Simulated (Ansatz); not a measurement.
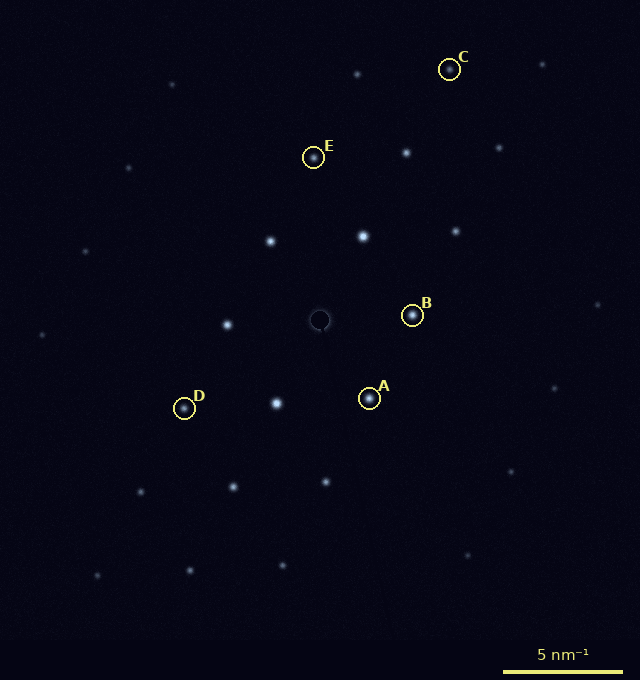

Kinematic zone-axis pattern, calculated for 300 keV electrons with B = 0.5 Å². The zone axis points towards the electron source and the pattern is seen from the source side.

The sample is Zr, space group P6/mmm (No. 191), a = 5.04 Å, c = 3.15 Å (hexagonal axes). Structure: the geometry relaxed with Ansatz, DFT, r2SCAN, plane waves (500 eV) with PAW, scalar-relativistic; the starting structure was generated, so it need not be a known form of this composition.

Spot A is indexed -1 1 1 and spot B 0 -1 1.

### What are the indices of the remaining marked spots?

C = −3A + 3B = 3 -6 0 (d = 0.840 Å). D = A − 2B = -1 3 -1 (d = 1.462 Å). E = −2A + B = 2 -3 -1 (d = 1.462 Å).

### Which zone axis is this?

The cross product of A and B is parallel to [211]; every spot obeys hu + kv + lw = 0.

### What are the spacings of A and B and the angle between them?

d(A) = 2.557 Å, d(B) = 2.557 Å, and the angle is 61.0°.
